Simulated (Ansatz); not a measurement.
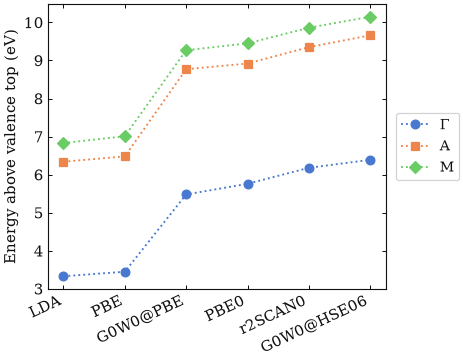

Lowest conduction level at each named k point, counted from the valence-band top at Γ, by several methods on one cell of MgO, space group P6_3/mmc (No. 194), 4 atoms in the cell, relaxed with r2SCAN; a = 3.484 Å, c = 4.185 Å (hexagonal axes). All runs are without spin-orbit coupling and carry no moments. The cell is at 4 GPa in PBE.

Question: How do the methods rank at Γ?

Answer: From low to high: LDA 3.33, PBE 3.45, G0W0@PBE 5.48, PBE0 5.76, r2SCAN0 6.18, G0W0@HSE06 6.39 eV.

Question: Do the methods agree on which of these conduction levels is lowest?

Answer: Yes: all put it at Γ.

```
    method  program  Γ (eV)  A (eV)  M (eV)
       LDA   Ansatz    3.33    6.34    6.83
       PBE   Ansatz    3.45    6.48    7.01
  G0W0@PBE   Ansatz    5.48    8.77    9.27
      PBE0   Ansatz    5.76    8.92    9.45
   r2SCAN0   Ansatz    6.18    9.35    9.86
G0W0@HSE06   Ansatz    6.39    9.66   10.15
```

Settings. LDA: Ansatz PAW set, 12×12×6 k mesh, 420 eV cutoff, fixed occupations (Ansatz). PBE: Ansatz PAW set, 12×12×6 k mesh, 420 eV cutoff, Fermi-Dirac smearing of 0.02 eV (Ansatz 0.2.0). G0W0@PBE: PBE, Ansatz PAW set, 6×6×4 k mesh, 420 eV cutoff, fixed occupations (Ansatz 0.2.0), G0W0 with empty bands 131, screening cutoff 120 eV and frequency treatment contour deformation. PBE0: Ansatz PAW set, 6×6×4 k mesh, 420 eV cutoff, fixed occupations (Ansatz). r2SCAN0: Ansatz PAW set, 6×6×4 k mesh, 500 eV cutoff, fixed occupations (Ansatz). G0W0@HSE06: HSE06, Ansatz PAW set, 6×6×4 k mesh, 420 eV cutoff, fixed occupations (Ansatz 0.2.0), G0W0 with empty bands 165, screening cutoff 140 eV and frequency treatment contour deformation.

These are six of the 12 methods that were run on this cell. The usual form of MgO is rocksalt. LDA, PBE0, r2SCAN0 and G0W0@HSE06: the PAW data sets were made with another functional. LDA, GGA and most meta-GGA functionals understate gaps. The GW runs differ in bands or cutoffs. The GW values are at finite bands, cutoffs and mesh, short of the basis limit.
